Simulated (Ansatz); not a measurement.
**Geometry relaxation, with input and output: AlN (part 1 of 2)**

- system: AlN (P6₃mc, 12 atoms in the cell)
- method: DFT PBE, scalar-relativistic, plane waves, PAW, no spin polarisation (Ansatz 0.2.0)

The structure was built on a prototype by a generator; it need not be a known phase. It belongs to a series of runs on one base structure; here: stacking ABCACB. Figures and captions count atoms from 1; the log counts them from 0 in places.

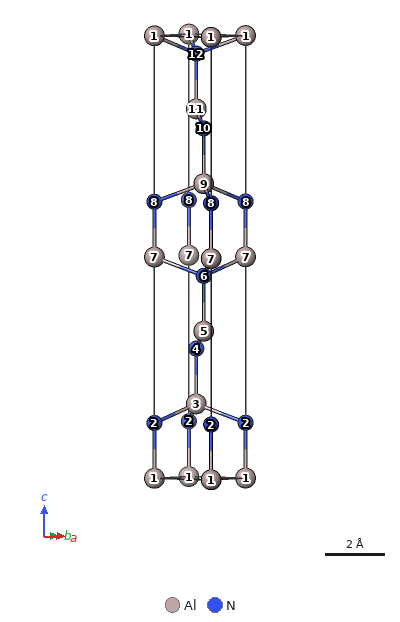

*The structure as given in the input (ball-and-stick view of the cell of the calculation, seen at an oblique angle; atoms are numbered from 1 in the order of the input).*

Near neighbours in the crystal (not all of them lie inside the picture): Al has 4 N at 1.88 to 1.91 Å; N has 4 Al at 1.88 to 1.91 Å.

Key numbers:

```json
{"quantity": "outcome", "value": "converged"}
{"quantity": "space group (tolerance 0.01 Å)", "value": "P6₃mc (186)"}
{"quantity": "electrons treated", "value": "48"}
{"quantity": "free energy", "value": "−5545.3465 eV"}
{"quantity": "Fermi energy", "value": "8.744 eV"}
{"quantity": "gap on the k-point mesh", "value": "3.92 eV"}
{"quantity": "pressure", "value": "0.00 GPa"}
{"quantity": "final volume", "value": "127.98 Å³"}
{"quantity": "largest force (length of the vector) at the end", "value": "under 0.001 eV/Å"}
{"quantity": "final cell", "value": "a = 3.118 Å, b = 3.118 Å, c = 15.198 Å, α = 90.00°, β = 90.00°, γ = 120.00°"}
{"quantity": "hardware", "value": "1 thread of Intel Xeon (Granite Rapids), 64 GiB of memory available, shared host"}
{"quantity": "wall time", "value": "35 s"}
{"quantity": "peak memory", "value": "0.45 GiB"}
```

Input file:
```yaml
crystal:
  lattice:
    - [3.1301886377, 0.0, 0.0]
    - [-1.5650943189, 2.7108228789, 0.0]
    - [0.0, 0.0, 15.0544841129]
  atoms:
    - { symbol: Al, position: [0.0, 0.0, 0.0] }
    - { symbol: "N", position: [0.0, 0.0, 0.125] }
    - { symbol: Al, position: [0.3333333333, 0.6666666667, 0.1666666667] }
    - { symbol: "N", position: [0.3333333333, 0.6666666667, 0.2916666667] }
    - { symbol: Al, position: [0.6666666667, 0.3333333333, 0.3333333333] }
    - { symbol: "N", position: [0.6666666667, 0.3333333333, 0.4583333333] }
    - { symbol: Al, position: [0.0, 0.0, 0.5] }
    - { symbol: "N", position: [0.0, 0.0, 0.625] }
    - { symbol: Al, position: [0.6666666667, 0.3333333333, 0.6666666667] }
    - { symbol: "N", position: [0.6666666667, 0.3333333333, 0.7916666667] }
    - { symbol: Al, position: [0.3333333333, 0.6666666667, 0.8333333333] }
    - { symbol: "N", position: [0.3333333333, 0.6666666667, 0.9583333333] }
basis:
  ecutwfc: 420
kpoints:
  mp_grid: { grid: [9, 9, 2] }
hamiltonian:
  xc: pbe
scf:
  occupations: { method: gaussian, width: 0.02 }
output:
  forces: true
  stress: true
  eigenvalues: true
  populations: true
relax:
  adjacent_minimum: "off"
  f_tol: 0.01
  max_steps: 45
  cell: { stress_tol: 0.05 }
```

Command:
```bash
ansatz run input.yaml --threads 1 --pin off --max-ram 2560MiB --backend cpu --events-out ev --progress --plain --runs-dir out
```

Output:
```
Engine: ansatz 0.2.0, x86_64-unknown-linux-gnu
Pseudopotentials: kind: paw
Pseudopotential: Al, paw, valence charge 3, recommended cutoff 420 eV (normal), Al.paw.azcp
Pseudopotential: N, paw, valence charge 5, recommended cutoff 420 eV (normal), N.paw.azcp
Functional definition: PBE
  parameter kappa = 0.804
  parameter beta = 0.06672455060314922
  exchange = pbe_x(kappa = kappa, mu = beta*pi^2/3)
  correlation = pbe_c(beta = beta)
Crystal: 12 atoms, lattice volume = 127.743 Å³
Basis set: ecut = 420 eV, 2475 PW (Γ), exchange–correlation on 48×48×216 points (8 copies of the dense FFT grid, shifted against one another)
Bands: 36, of which v1, the nominal top of the filled ones, is band 24 counted from 1 (23 counted from 0)
Symmetry: 12 space group operations
Space group: P63mc (ITA 186), of the structure as read, at distance tolerance 5.0e-5 Å
k-points: 24 of 162
Non-local potential: Al, projectors of the file, l = 0: 2, l = 1: 2, l = 2: 1
Non-local potential: N, projectors of the file, l = 0: 2, l = 1: 2, l = 2: 1
PAW form: soft (Blöchl's): semilocal exchange-correlation on the pseudo side does not see the compensation charge
PAW one-centre angular grid: Al, 110 points (default); XC on 64 Gauss nodes
PAW one-centre angular grid: N, 110 points (default); XC on 64 Gauss nodes
Initial density: superposition of atomic densities (neutral atoms: chi_scale 0, normalization atom), corrected by the library's trained network
Initial wavefunctions: pseudopotential atomic-orbital guess
Functional: x = pbe(κ = 0.804, μ = 0.2195149727645171), c = pbe(β = 0.06672455060314922)
SCF iter   1: F=—  HF=-5545.313788 eV  |F-HF|=—  |Δ(HF+E_count)|=         —  Δρ=9.26e-4  dr2=1.59e-3  ethr=1.77e-3  ⟨swp⟩=7.5  Hψ=4549  notcnv=0  defer=28
preconditioner: auto → none  [insulator: Δε(μ)=3.907 eV  Ē_g=13.017 eV  σ=0.020 eV  W_gap=1.00  n_scr=10 (ndim 8)  ℏωp=22.8 eV  f_vac=0.000  D(μ)=0.00/eV (n_scr^D=0)  ε∞_Penn≈4.1]
SCF iter   2: F=—  HF=-5545.313654 eV  |F-HF|=—  |Δ(HF+E_count)|=   1.33e-4  Δρ=4.38e-4  dr2=2.07e-4  ethr=3.32e-6  ⟨swp⟩=2.0  Hψ=1647  notcnv=0  defer=139
SCF iter   3: F=—  HF=-5545.313822 eV  |F-HF|=—  |Δ(HF+E_count)|=   1.68e-4  Δρ=1.45e-4  dr2=2.78e-5  ethr=4.32e-7  ⟨swp⟩=2.1  Hψ=1142  notcnv=0  defer=139
SCF iter   4: F=—  HF=-5545.313047 eV  |F-HF|=—  |Δ(HF+E_count)|=   7.74e-4  Δρ=3.61e-5  dr2=8.82e-7  ethr=5.78e-8  ⟨swp⟩=2.0  Hψ=1145  notcnv=0  defer=139
iter 5 did not close the SCF: its close was put off for the readings that it lacked (scf_convergence_deferred on its scf_iter line)
SCF iter   5: F=-5545.313048 eV  HF=-5545.313048 eV  |F-HF|=6.54e-8  |Δ(HF+E_count)|=   9.56e-7  Δρ=9.00e-6  dr2=3.82e-8  ethr=1.84e-9  ⟨swp⟩=2.2  Hψ=1194  notcnv=0  defer=139
SCF iter   6: F=-5545.313048 eV  HF=-5545.313048 eV  |F-HF|=7.99e-10  |Δ(HF+E_count)|=   7.41e-8  Δρ=1.56e-6  dr2=3.24e-9  ethr=7.96e-11  ⟨swp⟩=10.0  Hψ=3774  notcnv=0
SCF 1 converged in 6 iterations: F = -5545.313048 eV  dr2 = 3.24e-9
  greatest PAW one-centre occupation: 0.787 electrons in one spin orbital (limit 2), on the N atom at site 11 (counted from 0), in its partial waves of l = 0
relax step   1: F+E_penalty+E_count = -5545.31304838 eV  Δ(F+E_penalty+E_count) = +0.000e0 eV  max|allowed force component| = 4.408e-1 eV/Å  Δτ_max = 0.0000 Å  P = +0.437 GPa  Ω = 127.743 Å³  (6 SCF iters, dr2 threshold 1.00e-7 eV, accepted)
Crystal: 12 atoms, lattice volume = 127.862 Å³
Initial density: handed on by an earlier stage of this run
Initial wavefunctions: those handed on with the density
iter 1 solved again at ethr=5.18e-6 eV; its pass at ethr=3.10e-3 eV (dr2=2.49e-3 eV) is discarded
SCF iter   1: F=—  HF=-5545.336452 eV  |F-HF|=—  |Δ(HF+E_count)|=         —  Δρ=1.56e-3  dr2=2.34e-3  ethr=5.18e-6  ⟨swp⟩=3.3  Hψ=4496  notcnv=0
preconditioner: auto → none  [insulator: Δε(μ)=3.942 eV  Ē_g=13.009 eV  σ=0.020 eV  W_gap=1.00  n_scr=10 (ndim 8)  ℏωp=22.8 eV  f_vac=0.000  D(μ)=0.00/eV (n_scr^D=0)  ε∞_Penn≈4.1]
SCF iter   2: F=—  HF=-5545.335680 eV  |F-HF|=—  |Δ(HF+E_count)|=   7.72e-4  Δρ=6.05e-4  dr2=3.12e-4  ethr=4.88e-6  ⟨swp⟩=2.0  Hψ=1417  notcnv=0
SCF iter   3: F=—  HF=-5545.334806 eV  |F-HF|=—  |Δ(HF+E_count)|=   8.75e-4  Δρ=8.21e-5  dr2=5.64e-6  ethr=6.50e-7  ⟨swp⟩=2.1  Hψ=1444  notcnv=0
iter 4 did not close the SCF: its close was put off for the readings that it lacked (scf_convergence_deferred on its scf_iter line)
SCF iter   4: F=-5545.334806 eV  HF=-5545.334807 eV  |F-HF|=1.41e-7  |Δ(HF+E_count)|=   1.12e-6  Δρ=2.50e-5  dr2=6.63e-7  ethr=1.18e-8  ⟨swp⟩=2.0  Hψ=1279  notcnv=0
iter 5 did not close the SCF: its close was put off for the readings that it lacked (scf_convergence_deferred on its scf_iter line)
SCF iter   5: F=-5545.334807 eV  HF=-5545.334807 eV  |F-HF|=2.24e-8  |Δ(HF+E_count)|=   1.08e-7  Δρ=8.91e-6  dr2=8.67e-8  ethr=1.38e-9  ⟨swp⟩=2.0  Hψ=1290  notcnv=0
SCF iter   6: F=-5545.334807 eV  HF=-5545.334807 eV  |F-HF|=8.28e-10  |Δ(HF+E_count)|=   1.14e-8  Δρ=1.88e-6  dr2=2.73e-9  ethr=1.81e-10  ⟨swp⟩=4.2  Hψ=3233  notcnv=0
SCF 2 converged in 6 iterations: F = -5545.334807 eV  dr2 = 2.73e-9
  greatest PAW one-centre occupation: 0.787 electrons in one spin orbital (limit 2), on the N atom at site 5 (counted from 0), in its partial waves of l = 0
relax step   2: F+E_penalty+E_count = -5545.33480676 eV  Δ(F+E_penalty+E_count) = -2.176e-2 eV  max|allowed force component| = 2.545e-1 eV/Å  Δτ_max = 0.0075 Å  P = +0.208 GPa  Ω = 127.862 Å³  energy of the carried Pulay correction = -3.621e-4 eV  (6 SCF iters, dr2 threshold 1.20e-6 eV, accepted)
Crystal: 12 atoms, lattice volume = 127.959 Å³
iter 1 solved again at ethr=1.60e-6 eV; its pass at ethr=3.10e-3 eV (dr2=7.70e-4 eV) is discarded
SCF iter   1: F=—  HF=-5545.343193 eV  |F-HF|=—  |Δ(HF+E_count)|=         —  Δρ=8.68e-4  dr2=9.20e-4  ethr=1.60e-6  ⟨swp⟩=3.2  Hψ=3637  notcnv=0
preconditioner: auto → none  [insulator: Δε(μ)=3.943 eV  Ē_g=13.004 eV  σ=0.020 eV  W_gap=1.00  n_scr=10 (ndim 8)  ℏωp=22.7 eV  f_vac=0.000  D(μ)=0.00/eV (n_scr^D=0)  ε∞_Penn≈4.1]
SCF iter   2: F=—  HF=-5545.342051 eV  |F-HF|=—  |Δ(HF+E_count)|=   1.14e-3  Δρ=2.73e-4  dr2=6.93e-5  ethr=1.60e-6  ⟨swp⟩=2.3  Hψ=1280  notcnv=0
SCF iter   3: F=—  HF=-5545.342028 eV  |F-HF|=—  |Δ(HF+E_count)|=   2.30e-5  Δρ=6.54e-5  dr2=4.68e-6  ethr=1.44e-7  ⟨swp⟩=2.6  Hψ=1376  notcnv=0
iter 4 did not close the SCF: its close was put off for the readings that it lacked (scf_convergence_deferred on its scf_iter line)
SCF iter   4: F=-5545.342027 eV  HF=-5545.342028 eV  |F-HF|=2.15e-7  |Δ(HF+E_count)|=   8.78e-7  Δρ=1.99e-5  dr2=4.48e-7  ethr=9.75e-9  ⟨swp⟩=2.0  Hψ=1278  notcnv=0
iter 5 did not close the SCF: its close was put off for the readings that it lacked (scf_convergence_deferred on its scf_iter line)
SCF iter   5: F=-5545.342028 eV  HF=-5545.342028 eV  |F-HF|=3.24e-9  |Δ(HF+E_count)|=   4.76e-8  Δρ=3.41e-6  dr2=7.28e-9  ethr=9.34e-10  ⟨swp⟩=2.1  Hψ=1280  notcnv=0
SCF iter   6: F=-5545.342028 eV  HF=-5545.342028 eV  |F-HF|=1.03e-10  |Δ(HF+E_count)|=   3.91e-9  Δρ=7.29e-7  dr2=5.85e-10  ethr=1.52e-11  ⟨swp⟩=2.9  Hψ=3152  notcnv=0
SCF 3 converged in 6 iterations: F = -5545.342028 eV  dr2 = 5.85e-10
relax step   3: F+E_penalty+E_count = -5545.34202753 eV  Δ(F+E_penalty+E_count) = -7.221e-3 eV  max|allowed force component| = 1.347e-1 eV/Å  Δτ_max = 0.0042 Å  P = +0.028 GPa  Ω = 127.959 Å³  energy of the carried Pulay correction = -6.593e-4 eV  (6 SCF iters, dr2 threshold 1.20e-6 eV, accepted)
Crystal: 12 atoms, lattice volume = 127.960 Å³
iter 1 solved again at ethr=2.22e-6 eV; its pass at ethr=3.10e-3 eV (dr2=1.07e-3 eV) is discarded
SCF iter   1: F=—  HF=-5545.346853 eV  |F-HF|=—  |Δ(HF+E_count)|=         —  Δρ=9.11e-4  dr2=1.15e-3  ethr=2.22e-6  ⟨swp⟩=3.0  Hψ=3476  notcnv=0
preconditioner: auto → none  [insulator: Δε(μ)=3.917 eV  Ē_g=13.006 eV  σ=0.020 eV  W_gap=1.00  n_scr=10 (ndim 8)  ℏωp=22.7 eV  f_vac=0.000  D(μ)=0.00/eV (n_scr^D=0)  ε∞_Penn≈4.1]
SCF iter   2: F=—  HF=-5545.346430 eV  |F-HF|=—  |Δ(HF+E_count)|=   4.23e-4  Δρ=2.90e-4  dr2=9.35e-5  ethr=2.22e-6  ⟨swp⟩=2.8  Hψ=1411  notcnv=0
SCF iter   3: F=—  HF=-5545.345650 eV  |F-HF|=—  |Δ(HF+E_count)|=   7.80e-4  Δρ=7.74e-5  dr2=5.00e-6  ethr=1.95e-7  ⟨swp⟩=2.6  Hψ=1316  notcnv=0
iter 4 did not close the SCF: its close was put off for the readings that it lacked (scf_convergence_deferred on its scf_iter line)
SCF iter   4: F=-5545.345649 eV  HF=-5545.345650 eV  |F-HF|=6.94e-7  |Δ(HF+E_count)|=   4.15e-7  Δρ=2.31e-5  dr2=1.08e-6  ethr=1.04e-8  ⟨swp⟩=2.0  Hψ=1279  notcnv=0
iter 5 did not close the SCF: its close was put off for the readings that it lacked (scf_convergence_deferred on its scf_iter line)
SCF iter   5: F=-5545.345650 eV  HF=-5545.345650 eV  |F-HF|=3.36e-9  |Δ(HF+E_count)|=   1.91e-7  Δρ=3.20e-6  dr2=5.17e-9  ethr=2.26e-9  ⟨swp⟩=2.0  Hψ=1249  notcnv=0
SCF iter   6: F=-5545.345650 eV  HF=-5545.345650 eV  |F-HF|=1.04e-10  |Δ(HF+E_count)|=   3.55e-9  Δρ=7.39e-7  dr2=3.77e-10  ethr=1.08e-11  ⟨swp⟩=2.2  Hψ=2764  notcnv=0
SCF 4 converged in 6 iterations: F = -5545.345650 eV  dr2 = 3.77e-10
  greatest PAW one-centre occupation: 0.787 electrons in one spin orbital (limit 2), on the N atom at site 7 (counted from 0), in its partial waves of l = 0
relax step   4: F+E_penalty+E_count = -5545.34564994 eV  Δ(F+E_penalty+E_count) = -3.622e-3 eV  max|allowed force component| = 6.478e-3 eV/Å  Δτ_max = 0.0057 Å  P = +0.010 GPa  Ω = 127.960 Å³  energy of the carried Pulay correction = -6.609e-4 eV  (6 SCF iters, dr2 threshold 1.13e-6 eV, accepted)
Initial wavefunctions: pseudopotential atomic-orbital guess (no wavefunctions were taken with the density)
iter 1 solved again at ethr=2.32e-8 eV; its pass at ethr=3.10e-3 eV (dr2=1.12e-5 eV) is discarded
SCF iter   1: F=—  HF=-5545.347239 eV  |F-HF|=—  |Δ(HF+E_count)|=         —  Δρ=6.27e-5  dr2=5.02e-7  ethr=2.32e-8  ⟨swp⟩=4.2  Hψ=7162  notcnv=0
preconditioner: auto → none  [insulator: Δε(μ)=3.919 eV  Ē_g=13.007 eV  σ=0.020 eV  W_gap=1.00  n_scr=10 (ndim 8)  ℏωp=22.7 eV  f_vac=0.000  D(μ)=0.00/eV (n_scr^D=0)  ε∞_Penn≈4.1]
SCF iter   2: F=—  HF=-5545.346479 eV  |F-HF|=—  |Δ(HF+E_count)|=   7.60e-4  Δρ=3.08e-5  dr2=1.23e-7  ethr=1.05e-9  ⟨swp⟩=2.0  Hψ=1427  notcnv=0
SCF iter   3: F=—  HF=-5545.346479 eV  |F-HF|=—  |Δ(HF+E_count)|=   7.59e-7  Δρ=5.85e-6  dr2=1.76e-8  ethr=2.57e-10  ⟨swp⟩=2.0  Hψ=1435  notcnv=0
SCF iter   4: F=—  HF=-5545.346479 eV  |F-HF|=—  |Δ(HF+E_count)|=   1.97e-8  Δρ=1.32e-6  dr2=1.04e-9  ethr=3.66e-11  ⟨swp⟩=2.1  Hψ=1307  notcnv=0
SCF iter   5: F=—  HF=-5545.346479 eV  |F-HF|=—  |Δ(HF+E_count)|=  4.75e-10  Δρ=7.00e-7  dr2=2.56e-10  ethr=2.17e-12  ⟨swp⟩=2.8  Hψ=1449  notcnv=0
SCF iter   6: F=-5545.346479 eV  HF=-5545.346479 eV  |F-HF|=1.64e-11  |Δ(HF+E_count)|=  1.75e-10  Δρ=2.27e-7  dr2=2.49e-11  ethr=1.00e-12  ⟨swp⟩=5.5  Hψ=2799  notcnv=0
SCF 5 converged in 6 iterations: F = -5545.346479 eV  dr2 = 2.49e-11
relax step   5: F+E_penalty+E_count = -5545.34647940 eV  Δ(F+E_penalty+E_count) = -8.295e-4 eV  max|allowed force component| = 6.506e-3 eV/Å  Δτ_max = 0.0000 Å  P = +0.025 GPa  Ω = 127.960 Å³  stress off target by 1.24e-1 GPa  SCF on the basis re-selected at this cell (its energy is not comparable with the rows above)  (6 SCF iters)
basis re-selected at this cell: Δ(F+E_penalty+E_count) = -8.295e-4 eV, ΔP = +0.015 GPa vs the last step (what re-selecting the basis moved, of the pressure what is left beyond the Pulay correction that the steps carried, after the strain that the cell walked since its last selection, with what the two solves' SCF thresholds leave and, on support functions, any second-order correction that the steps lacked; it is no measure of the basis error at this ecutwfc). This SCF's stress stands 1.24e-1 GPa from its target on what of the cell is left free (relax.cell.stress_tol is 5.00e-2 GPa) and its largest allowed force component is 6.51e-3 eV/Å (relax.f_tol is 1.00e-2 eV/Å): not within both, so this SCF does not close the relaxation
Crystal: 12 atoms, lattice volume = 127.976 Å³
iter 1 solved again at ethr=8.10e-9 eV; its pass at ethr=3.10e-3 eV (dr2=3.89e-6 eV) is discarded
SCF iter   1: F=—  HF=-5545.347214 eV  |F-HF|=—  |Δ(HF+E_count)|=         —  Δρ=5.97e-5  dr2=4.98e-6  ethr=8.10e-9  ⟨swp⟩=2.5  Hψ=3322  notcnv=0
preconditioner: auto → none  [insulator: Δε(μ)=3.920 eV  Ē_g=13.005 eV  σ=0.020 eV  W_gap=1.00  n_scr=10 (ndim 8)  ℏωp=22.7 eV  f_vac=0.000  D(μ)=0.00/eV (n_scr^D=0)  ε∞_Penn≈4.1]
SCF iter   2: F=—  HF=-5545.346449 eV  |F-HF|=—  |Δ(HF+E_count)|=   7.66e-4  Δρ=2.27e-5  dr2=4.75e-7  ethr=8.10e-9  ⟨swp⟩=2.0  Hψ=1440  notcnv=0
SCF iter   3: F=—  HF=-5545.346448 eV  |F-HF|=—  |Δ(HF+E_count)|=   1.02e-7  Δρ=6.76e-6  dr2=5.77e-8  ethr=9.91e-10  ⟨swp⟩=2.9  Hψ=1534  notcnv=0
iter 4 did not close the SCF: its close was put off for the readings that it lacked (scf_convergence_deferred on its scf_iter line)
SCF iter   4: F=-5545.346448 eV  HF=-5545.346448 eV  |F-HF|=4.83e-10  |Δ(HF+E_count)|=   9.65e-9  Δρ=1.63e-6  dr2=1.94e-9  ethr=1.20e-10  ⟨swp⟩=2.2  Hψ=1297  notcnv=0
iter 5 did not close the SCF: its close was put off for the readings that it lacked (scf_convergence_deferred on its scf_iter line)
SCF iter   5: F=-5545.346448 eV  HF=-5545.346448 eV  |F-HF|=6.37e-11  |Δ(HF+E_count)|=  8.50e-10  Δρ=3.98e-7  dr2=9.35e-11  ethr=4.05e-12  ⟨swp⟩=2.5  Hψ=1425  notcnv=0
SCF iter   6: F=-5545.346448 eV  HF=-5545.346448 eV  |F-HF|=1.27e-11  |Δ(HF+E_count)|=  8.37e-11  Δρ=9.48e-8  dr2=1.73e-11  ethr=1.00e-12  ⟨swp⟩=1.3  Hψ=1988  notcnv=0
SCF 6 converged in 6 iterations: F = -5545.346448 eV  dr2 = 1.73e-11
relax step   6: F+E_penalty+E_count = -5545.34644844 eV  Δ(F+E_penalty+E_count) = +3.096e-5 eV  max|allowed force component| = 7.625e-5 eV/Å  Δτ_max = 0.0003 Å  P = +0.001 GPa  Ω = 127.976 Å³  energy of the carried Pulay correction = -5.025e-5 eV  (6 SCF iters, dr2 threshold 3.84e-8 eV, accepted)
iter 1 solved again at ethr=2.14e-8 eV; its pass at ethr=3.10e-3 eV (dr2=1.03e-5 eV) is discarded
SCF iter   1: F=—  HF=-5545.347222 eV  |F-HF|=—  |Δ(HF+E_count)|=         —  Δρ=6.97e-6  dr2=2.61e-8  ethr=2.14e-8  ⟨swp⟩=4.3  Hψ=7160  notcnv=0
preconditioner: auto → none  [insulator: Δε(μ)=3.921 eV  Ē_g=13.006 eV  σ=0.020 eV  W_gap=1.00  n_scr=10 (ndim 8)  ℏωp=22.7 eV  f_vac=0.000  D(μ)=0.00/eV (n_scr^D=0)  ε∞_Penn≈4.1]
SCF iter   2: F=—  HF=-5545.346459 eV  |F-HF|=—  |Δ(HF+E_count)|=   7.63e-4  Δρ=3.81e-6  dr2=1.24e-8  ethr=5.44e-11  ⟨swp⟩=3.1  Hψ=1805  notcnv=0
SCF iter   3: F=—  HF=-5545.346459 eV  |F-HF|=—  |Δ(HF+E_count)|=  4.78e-10  Δρ=2.35e-6  dr2=3.56e-9  ethr=2.58e-11  ⟨swp⟩=1.0  Hψ=878  notcnv=0
SCF iter   4: F=—  HF=-5545.346459 eV  |F-HF|=—  |Δ(HF+E_count)|=  4.07e-10  Δρ=1.56e-6  dr2=1.44e-9  ethr=7.43e-12  ⟨swp⟩=1.0  Hψ=864  notcnv=0
iter 5 did not close the SCF: its close was put off for the readings that it lacked (scf_convergence_deferred on its scf_iter line)
SCF iter   5: F=-5545.346459 eV  HF=-5545.346459 eV  |F-HF|=2.55e-11  |Δ(HF+E_count)|=  5.57e-10  Δρ=3.80e-7  dr2=7.71e-11  ethr=3.00e-12  ⟨swp⟩=2.1  Hψ=1322  notcnv=0
SCF iter   6: F=-5545.346459 eV  HF=-5545.346459 eV  |F-HF|=4.55e-12  |Δ(HF+E_count)|=  3.37e-11  Δρ=1.38e-7  dr2=1.05e-11  ethr=1.00e-12  ⟨swp⟩=3.1  Hψ=2739  notcnv=0
SCF 7 converged in 6 iterations: F = -5545.346459 eV  dr2 = 1.05e-11
relax step   7: F+E_penalty+E_count = -5545.34645865 eV  Δ(F+E_penalty+E_count) = -1.021e-5 eV  max|allowed force component| = 7.652e-5 eV/Å  Δτ_max = 0.0000 Å  P = +0.001 GPa  Ω = 127.976 Å³  stress off target by 3.89e-3 GPa  SCF on the basis re-selected at this cell (its energy is not comparable with the rows above)  (6 SCF iters)
```

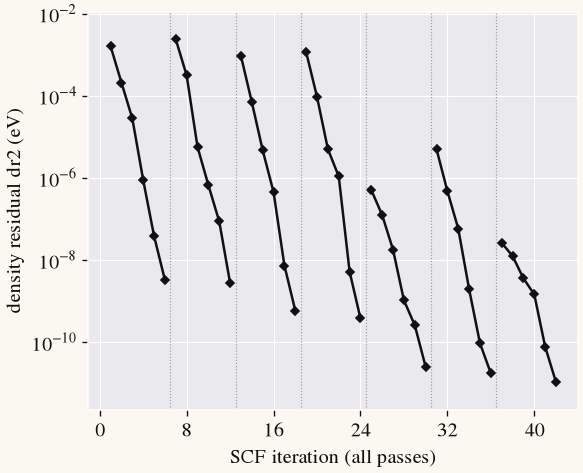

*Convergence of the self-consistent field: density residual dr2 against the SCF iteration. The dotted lines part the SCF passes of the relaxation: geometry steps, rejected trials and re-solves on a re-selected basis.*

The 7 passes take 6 iterations each, 42 in all.
